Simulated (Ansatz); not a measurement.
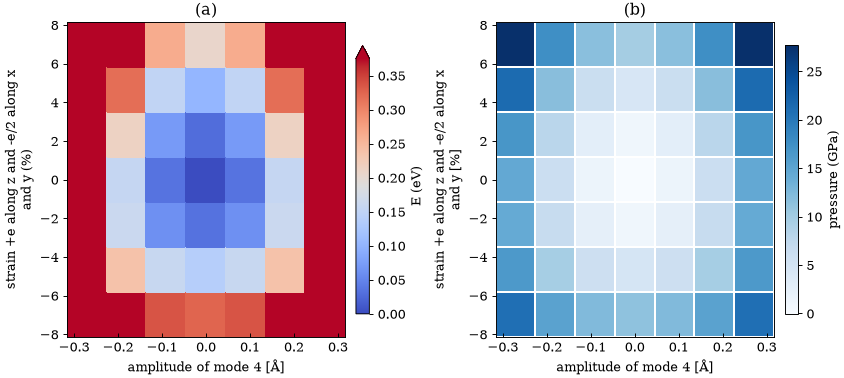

TaN (Fm-3m, No. 225; 2 atoms in the cell). The energy is mapped over a normal mode and a strain (zone-centre modes of the 2-atom cell of this scan) (x, y and z along the cube axes). The first coordinate is: amplitude of mode 4 (384 cm⁻¹), largest displacement in the unstrained cell; the second: strain +e along z and -e/2 along x and y. Nothing is relaxed (the pattern is fixed in fractional coordinates). The scan uses a 7 × 7 grid; 28 points were computed and 21 follow by symmetry. Points are written as (first, second). All energies are given in eV per cell relative to the lowest grid point. Theory: DFT PBE, scalar-relativistic, plane waves, PAW (Ansatz 0.2.0). Settings: cutoff 520 eV, k-mesh 18×18×18, gaussian smearing 0.15 eV, no spin polarisation.

Panel (a) is the energy; panel (b) is the computed pressure, in GPa.

The picture shows one coloured cell a grid point, one colour for all values above the top of the scale.

How does the pressure vary over the map, and what is it at the lowest grid point?

It runs from 0.0 GPa at (0.00 Å, 0.00 %) to 27.7 GPa at (−0.27 Å, 7.00 %). At the lowest grid point, (0.00 Å, 0.00 %), it is 0.0 GPa.

```csv
"second ↓, first →",−0.27,−0.18,−0.09,0.00,0.09,0.18,0.27
7.00,27.7,17.5,11.7,9.7,11.7,17.5,27.7
4.67,21.4,11.8,6.3,4.5,6.3,11.8,21.4
2.33,16.8,7.9,2.8,1.1,2.8,7.9,16.8
0.00,14.5,6.2,1.5,0.0,1.5,6.2,14.5
−2.33,14.3,6.7,2.5,1.1,2.5,6.7,14.3
−4.67,16.4,9.7,6.0,4.8,6.0,9.7,16.4
−7.00,20.9,15.3,12.3,11.4,12.3,15.3,20.9
```

PAW datasets: the set soft_1.
